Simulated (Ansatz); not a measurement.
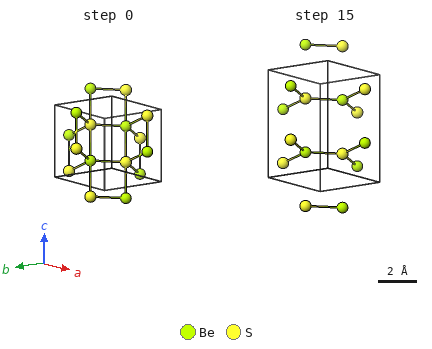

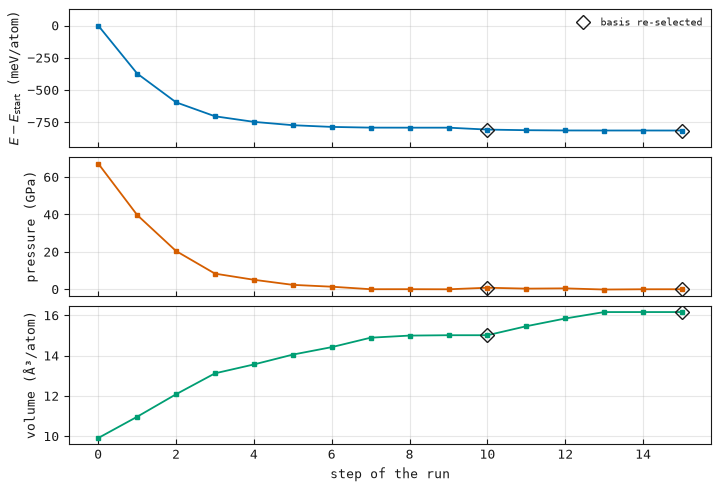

First and last geometry of a relaxation of solid BeS (built on the h-MgO (five-fold) type), with the history of the run. The picture is a ball-and-stick view of the cell of the calculation, seen from a free direction.

Method: Ansatz, DFT, PBEsol, plane waves, PAW. Set-up: plane-wave cutoff 420 eV; k-point mesh 9 × 9 × 6; occupations fermi dirac; smearing width 0.03 eV; no spin polarisation; cell and atoms relaxed; force threshold 0.01 eV/Å; at most 120 steps.

Q: Read the history and describe the run.

A: It converged. The energy falls by 813 meV per atom in 13 accepted moves (15 points after the start). All forces vanish by symmetry, so only the cell relaxes. The pressure goes from 67.22 to 0.02 GPa. The SCF was repeated twice at an unchanged geometry on a basis and grid sized afresh for the cell, which shifted the energy by 14.9 meV per atom at most. No atom moves by more than 0.005 Å relative to the cell. The drawn cell changes as follows: a = b 3.321 → 3.472 Å (+4.6 %), c 4.151 → 6.194 Å (+49.2 %); the volume changes by +63.1 %. Some distances before and after: Be–S 2.076 → 3.097 Å, S–S 2.826 → 3.689 Å, Be–S 1.917 → 2.005 Å. Bonds break, among them: Be–S (2.08 → 3.10 Å). The space group stays P6_3/mmc (No. 194). Cost: 13 s on 2 threads of Arm Neoverse V2, with other jobs on the host, peak memory 0.34 GiB.
